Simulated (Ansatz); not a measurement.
**HfN: single-point calculation (part 2 of 2)**

Continued. System: HfN (P6₃/mmc, 48 atoms in the cell). Method: DFT PBE, scalar-relativistic, plane waves, PAW, no spin polarisation (Ansatz 0.2.0); cutoff 420 eV, 2×2×2 k-mesh, Gaussian smearing of 0.05 eV. The structure derives from a Materials Project entry.

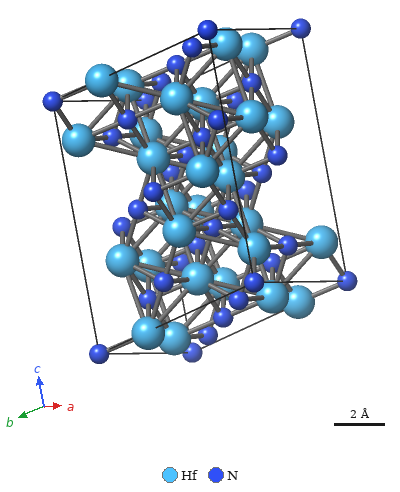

Fig. 1: The structure (ball-and-stick view of the cell of the calculation, seen at an oblique angle). An atom can appear more than once, as a periodic image.

Output, continued
```
  k-point 0: bands = ["-38.8925", "-38.8524", "-38.8524", "-38.8445", "-38.8365", "-38.8365", "-38.8365", "-38.8365", "-38.8365", "-38.8365", ... 221 levels left out ..., "11.2655", "11.2671", "11.2683", "11.2689", "11.2689", "11.2689", "11.2689", "11.2698", "11.2698", "11.2698", "11.2698", "11.2714", "11.2714", "11.2723", "11.2723", "11.2723", "11.2723", "11.2723", "11.2723", "11.2723", "11.2723", "11.2724", "11.2724", "11.2762", "11.2764", "11.2772", "11.2772", "11.2825", "11.2825",
      "11.2875", "11.2875", "11.2875", "11.2875", "11.2912", "11.2912", "11.2947", "11.2994", "11.2994", "11.2994", "11.2994", "11.2994", "11.2994", "11.2994", "11.2994", "11.3096", "11.3117", "11.3117", "11.3117", "11.3117", "11.3166", "11.3185", "11.3486", "11.3487", "11.3487", "11.3544", "11.3906", "11.3906", "14.8624", "15.2902", "16.4082", "16.4082", "16.6466", "16.6466", "16.9227", "16.9227", "16.9227", "16.9227", "17.4038", "17.4038",
      "17.4400", "17.4400", "17.4400", "17.4400", "17.4400", "17.4400", "17.4400", "17.4400", "17.4522", "17.4522", "17.4577", "17.4577", "17.5460", "17.5753", "17.5753", "17.5807", "17.5807", "17.6523", "17.9611", "17.9814", "17.9814", "17.9814", "17.9814", "18.1210", "18.1210", "18.1210", "18.1210", "18.1210", "18.1210", "18.1210", "18.1210", "18.2310", "18.2310", "18.6550", "18.6550", "18.7076", "18.7129", "18.9887", "18.9887", "18.9887",
      "18.9887", "19.1155", "19.1155", "19.1155", "19.1155", "19.1155", "19.1155", "19.1155", "19.1155", "19.4456", "19.4456", "19.9158", "19.9215", "20.1755", "20.1755", "20.2078", "20.6501", "20.9288", "20.9288", "21.0318", "21.4266", "21.4266", "21.7466", "22.8472", "23.0905", "23.0905", "23.0905", "23.0905", "23.0905", "23.0905", "23.0905", "23.0905", "23.1914", "23.1914", "23.1914", "23.1914", "23.5732", "23.5732", "23.5744", "23.5744",
      "24.1762", "24.1782", "24.5127", "24.5127", "24.5334", "25.3146", "25.3188", "25.5153", "25.8808", "26.2183", "26.3283", "26.3283", "26.3283", "26.3283", "26.3283", "26.3283", "26.3283", "26.3283", "26.3880", "26.3880", "26.8594", "26.8594", "27.6443", "27.6443", "27.6443", "27.6443", "27.6443", "27.6443", "27.6443", "27.6443", "27.7385", "27.7385", "27.7421", "27.7421", "27.7443", "27.7443", "27.7565", "27.7565", "27.7805", "27.7805",
      "27.8786", "28.1113", "28.1602", "28.1602", "28.1602", "28.1602", "28.2020", "28.2020", "28.2481", "28.2481", "28.2481"]
  k-point 1: bands = ["-38.8805", "-38.8805", "-38.8429", "-38.8429", "-38.8429", "-38.8429", "-38.8368", "-38.8368", "-38.8251", "-38.8251", ... 221 levels left out ..., "11.2672", "11.2672", "11.2672", "11.2680", "11.2680", "11.2686", "11.2686", "11.2696", "11.2696", "11.2699", "11.2699", "11.2701", "11.2701", "11.2701", "11.2701", "11.2701", "11.2701", "11.2701", "11.2701", "11.2734", "11.2734", "11.2776", "11.2776", "11.2803", "11.2803", "11.2835", "11.2835", "11.2838", "11.2838",
      "11.2838", "11.2838", "11.2861", "11.2861", "11.2861", "11.2861", "11.3007", "11.3007", "11.3011", "11.3011", "11.3028", "11.3028", "11.3038", "11.3038", "11.3113", "11.3113", "11.3113", "11.3113", "11.3113", "11.3113", "11.3113", "11.3113", "11.3519", "11.3519", "11.3698", "11.3698", "11.3705", "11.3705", "15.3745", "15.3745", "15.9301", "15.9301", "16.4708", "16.4708", "17.0471", "17.0471", "17.0471", "17.0471", "17.0471", "17.0471",
      "17.0471", "17.0471", "17.0878", "17.0878", "17.5704", "17.5704", "17.5704", "17.5704", "17.5965", "17.5965", "17.6008", "17.6008", "17.6190", "17.6190", "17.7349", "17.7349", "17.8011", "17.8011", "17.9242", "17.9242", "18.1007", "18.1007", "18.1007", "18.1007", "18.1007", "18.1007", "18.1007", "18.1007", "18.2051", "18.2051", "18.2051", "18.2051", "18.9375", "18.9375", "18.9969", "18.9969", "19.0299", "19.0299", "19.0440", "19.0440",
      "19.0440", "19.0440", "19.0440", "19.0440", "19.0440", "19.0440", "19.1105", "19.1105", "19.1105", "19.1105", "19.3311", "19.3311", "19.4772", "19.4772", "20.4708", "20.4708", "20.5674", "20.5674", "21.3325", "21.3325", "21.7685", "21.7685", "21.9564", "21.9564", "22.5316", "22.5316", "23.0645", "23.0645", "23.0645", "23.0645", "23.0645", "23.0645", "23.0645", "23.0645", "23.2653", "23.2653", "23.2653", "23.2653", "23.3666", "23.3666",
      "24.8505", "24.8505", "25.0403", "25.0403", "25.1858", "25.1858", "25.9234", "25.9234", "26.1068", "26.1068", "26.1164", "26.1164", "26.5217", "26.5217", "26.5217", "26.5217", "26.5438", "26.5438", "26.5681", "26.5681", "26.5681", "26.5681", "27.1024", "27.1024", "27.2999", "27.2999", "27.2999", "27.2999", "27.2999", "27.2999", "27.2999", "27.2999", "27.3605", "27.3605", "27.3767", "27.3767", "27.6955", "27.6955", "28.1801", "28.1801",
      "28.2294", "28.2294", "28.2294", "28.2294", "28.2294", "28.2294", "28.2294", "28.2294", "28.3792", "28.3792", "28.4038"]
  k-point 2: bands = ["-38.8742", "-38.8742", "-38.8555", "-38.8555", "-38.8433", "-38.8433", "-38.8316", "-38.8316", "-38.8315", "-38.8315", ... 221 levels left out ..., "11.2659", "11.2667", "11.2667", "11.2678", "11.2678", "11.2680", "11.2680", "11.2692", "11.2692", "11.2692", "11.2692", "11.2704", "11.2704", "11.2723", "11.2723", "11.2726", "11.2726", "11.2754", "11.2754", "11.2785", "11.2785", "11.2786", "11.2786", "11.2798", "11.2798", "11.2812", "11.2812", "11.2826", "11.2826",
      "11.2835", "11.2835", "11.2917", "11.2917", "11.3028", "11.3028", "11.3030", "11.3030", "11.3048", "11.3048", "11.3049", "11.3049", "11.3069", "11.3069", "11.3074", "11.3074", "11.3101", "11.3101", "11.3192", "11.3192", "11.3319", "11.3319", "11.3320", "11.3320", "11.3534", "11.3534", "11.3566", "11.3566", "16.0553", "16.0553", "16.1428", "16.1428", "16.1550", "16.1550", "16.1581", "16.1581", "16.3896", "16.3896", "16.4793", "16.4793",
      "17.1506", "17.1506", "17.2092", "17.2092", "17.2570", "17.2570", "17.3874", "17.3874", "17.3893", "17.3893", "17.5339", "17.5339", "17.5582", "17.5582", "17.6967", "17.6967", "17.7005", "17.7005", "17.9782", "17.9782", "18.1309", "18.1309", "18.3095", "18.3095", "18.3503", "18.3503", "18.3525", "18.3525", "18.3934", "18.3934", "18.8635", "18.8635", "18.9669", "18.9669", "19.1967", "19.1967", "19.1983", "19.1983", "19.2209", "19.2209",
      "19.2462", "19.2462", "19.3695", "19.3695", "19.5569", "19.5569", "19.5599", "19.5599", "19.5742", "19.5742", "19.6268", "19.6268", "19.6284", "19.6284", "19.7386", "19.7386", "19.7758", "19.7758", "19.9130", "19.9130", "22.0005", "22.0005", "22.0014", "22.0014", "22.2198", "22.2198", "22.3310", "22.3310", "22.4575", "22.4575", "23.0611", "23.0611", "24.3322", "24.3322", "24.4043", "24.4043", "24.4084", "24.4084", "24.4098", "24.4098",
      "24.5351", "24.5351", "24.5981", "24.5981", "25.1420", "25.1420", "25.7685", "25.7685", "25.9510", "25.9510", "26.1786", "26.1786", "26.4186", "26.4186", "26.4511", "26.4511", "26.8639", "26.8639", "26.8641", "26.8641", "26.8854", "26.8854", "26.9034", "26.9034", "27.0676", "27.0676", "27.3572", "27.3572", "27.3692", "27.3692", "27.3711", "27.3711", "27.4233", "27.4233", "27.5522", "27.5522", "27.8190", "27.8190", "27.8207", "27.8207",
      "28.0273", "28.0273", "28.1103", "28.1103", "28.1371", "28.1371", "28.1536", "28.1536", "28.2599", "28.2599", "28.5508"]
  k-point 4: bands = ["-38.8686", "-38.8686", "-38.8524", "-38.8524", "-38.8524", "-38.8524", "-38.8365", "-38.8365", "-38.8365", "-38.8365", ... 221 levels left out ..., "11.2654", "11.2654", "11.2654", "11.2685", "11.2685", "11.2692", "11.2692", "11.2724", "11.2724", "11.2724", "11.2724", "11.2759", "11.2759", "11.2765", "11.2765", "11.2765", "11.2765", "11.2768", "11.2768", "11.2774", "11.2774", "11.2774", "11.2774", "11.2830", "11.2830", "11.2830", "11.2830", "11.2874", "11.2874",
      "11.2874", "11.2874", "11.2911", "11.2911", "11.2911", "11.2911", "11.2936", "11.2936", "11.2993", "11.2993", "11.2993", "11.2993", "11.3099", "11.3099", "11.3115", "11.3115", "11.3176", "11.3176", "11.3385", "11.3385", "11.3385", "11.3385", "11.3489", "11.3489", "11.3491", "11.3491", "11.3491", "11.3491", "15.2875", "15.2875", "16.2522", "16.2522", "16.2522", "16.2522", "16.4083", "16.4083", "16.4083", "16.4083", "16.6502", "16.6502",
      "16.6502", "16.6502", "16.9267", "16.9267", "17.4365", "17.4365", "17.4365", "17.4365", "17.5354", "17.5354", "17.5418", "17.5418", "17.6497", "17.6497", "17.9637", "17.9637", "17.9822", "17.9822", "18.1205", "18.1205", "18.1205", "18.1205", "18.2280", "18.2280", "18.2280", "18.2280", "18.4772", "18.4772", "18.4772", "18.4772", "18.6604", "18.6604", "18.6604", "18.6604", "18.9855", "18.9855", "19.0658", "19.0658", "19.0658", "19.0658",
      "19.0774", "19.0774", "19.0825", "19.0825", "19.1197", "19.1197", "19.1197", "19.1197", "19.4411", "19.4411", "19.4411", "19.4411", "20.2121", "20.2121", "20.6482", "20.6482", "20.9263", "20.9263", "20.9263", "20.9263", "21.0332", "21.0332", "21.4285", "21.4285", "21.4285", "21.4285", "23.0878", "23.0878", "23.0878", "23.0878", "23.1919", "23.1919", "23.9737", "23.9737", "23.9737", "23.9737", "24.5156", "24.5156", "24.5156", "24.5156",
      "25.2990", "25.2990", "25.8791", "25.8791", "26.2219", "26.2219", "26.3294", "26.3294", "26.3294", "26.3294", "26.3530", "26.3530", "26.3545", "26.3545", "26.3887", "26.3887", "26.3887", "26.3887", "26.4699", "26.4699", "26.4864", "26.4864", "26.4864", "26.4864", "26.8569", "26.8569", "26.8569", "26.8569", "27.6482", "27.6482", "27.6482", "27.6482", "27.7434", "27.7434", "27.7434", "27.7434", "27.7556", "27.7556", "27.7556", "27.7556",
      "27.8149", "27.8149", "27.8179", "27.8179", "27.8793", "27.8793", "28.1090", "28.1090", "28.1582", "28.1582", "28.2480"]
```

This output came from the following input.

Input file
```yaml
crystal:
  lattice:
    - [-4.700862, 2.714044, 5.416768]
    - [4.700862, -2.714044, 5.416768]
    - [4.700862, 8.142132, -5.416767]
  atoms:
    - { symbol: Hf, position: [0.541667, 0.208333, 0.0] }
    - { symbol: Hf, position: [0.041667, 0.708333, 0.0] }
    - { symbol: Hf, position: [0.875, 0.041666, 0.166667] }
    - { symbol: Hf, position: [0.375, 0.541666, 0.166667] }
    - { symbol: Hf, position: [0.208334, 0.875, 0.333333] }
    - { symbol: Hf, position: [0.708334, 0.375, 0.333333] }
    - { symbol: Hf, position: [0.541667, 0.708333, 0.5] }
    - { symbol: Hf, position: [0.041667, 0.208333, 0.5] }
    - { symbol: Hf, position: [0.875, 0.541666, 0.666667] }
    - { symbol: Hf, position: [0.375, 0.041666, 0.666667] }
    - { symbol: Hf, position: [0.208334, 0.375, 0.833333] }
    - { symbol: Hf, position: [0.708334, 0.875, 0.833333] }
    - { symbol: Hf, position: [0.958333, 0.291667, 0.0] }
    - { symbol: Hf, position: [0.458333, 0.791667, 0.0] }
    - { symbol: Hf, position: [0.291666, 0.125, 0.166667] }
    - { symbol: Hf, position: [0.791666, 0.625, 0.166667] }
    - { symbol: Hf, position: [0.625, 0.958334, 0.333333] }
    - { symbol: Hf, position: [0.125, 0.458334, 0.333333] }
    - { symbol: Hf, position: [0.958333, 0.791667, 0.5] }
    - { symbol: Hf, position: [0.458333, 0.291667, 0.5] }
    - { symbol: Hf, position: [0.291666, 0.625, 0.666667] }
    - { symbol: Hf, position: [0.791666, 0.125, 0.666667] }
    - { symbol: Hf, position: [0.625, 0.458334, 0.833333] }
    - { symbol: Hf, position: [0.125, 0.958334, 0.833333] }
    - { symbol: "N", position: [0.0, 0.0, 0.0] }
    - { symbol: "N", position: [0.5, 0.5, 0.0] }
    - { symbol: "N", position: [0.333333, 0.833333, 0.166667] }
    - { symbol: "N", position: [0.833333, 0.333333, 0.166667] }
    - { symbol: "N", position: [0.666667, 0.666667, 0.333333] }
    - { symbol: "N", position: [0.166667, 0.166667, 0.333333] }
    - { symbol: "N", position: [0.0, 0.5, 0.5] }
    - { symbol: "N", position: [0.5, 0.0, 0.5] }
    - { symbol: "N", position: [0.333333, 0.333333, 0.666667] }
    - { symbol: "N", position: [0.833333, 0.833333, 0.666667] }
    - { symbol: "N", position: [0.666667, 0.166667, 0.833333] }
    - { symbol: "N", position: [0.166667, 0.666667, 0.833333] }
    - { symbol: "N", position: [0.25, 0.25, 0.0] }
    - { symbol: "N", position: [0.75, 0.75, 0.0] }
    - { symbol: "N", position: [0.583333, 0.083333, 0.166667] }
    - { symbol: "N", position: [0.083333, 0.583333, 0.166667] }
    - { symbol: "N", position: [0.916667, 0.916667, 0.333333] }
    - { symbol: "N", position: [0.416667, 0.416667, 0.333333] }
    - { symbol: "N", position: [0.25, 0.75, 0.5] }
    - { symbol: "N", position: [0.75, 0.25, 0.5] }
    - { symbol: "N", position: [0.583333, 0.583333, 0.666667] }
    - { symbol: "N", position: [0.083333, 0.083333, 0.666667] }
    - { symbol: "N", position: [0.916667, 0.416667, 0.833333] }
    - { symbol: "N", position: [0.416667, 0.916667, 0.833333] }
basis:
  ecutwfc: 420
  fft_grid_basis: typed
kpoints:
  mp_grid: { grid: [2, 2, 2] }
hamiltonian:
  xc: pbe
  pseudopotentials: { kind: paw }
scf:
  occupations: { method: gaussian, width: 0.05 }
output:
  forces: true
  stress: false
  eigenvalues: true
  bader: false
  write_density: true
  volumetric_format: npy
```

Launch command:
```bash
ansatz run input.yaml --threads 8 --pin off --max-ram 16384MiB --backend cpu --events-out ev --progress --plain --runs-dir out
```

Key numbers

```csv
quantity,value
outcome,converged
space group (tolerance 0.01 Å),P6₃/mmc (194)
electrons treated,744
free energy,−386606.7794 eV
Fermi energy,23.232 eV
gap on the k-point mesh,none (metallic)
largest force (length of the vector),0.016 eV/Å
hardware,"8 threads of Arm Neoverse V2, 24 GiB of memory available, shared host"
wall time,15 s (CPU time 2 min)
peak memory,5.2 GiB
```

Notes

Warnings of the run: the structure was made exactly symmetric. Spin–orbit coupling is left out, which matters for Hf.
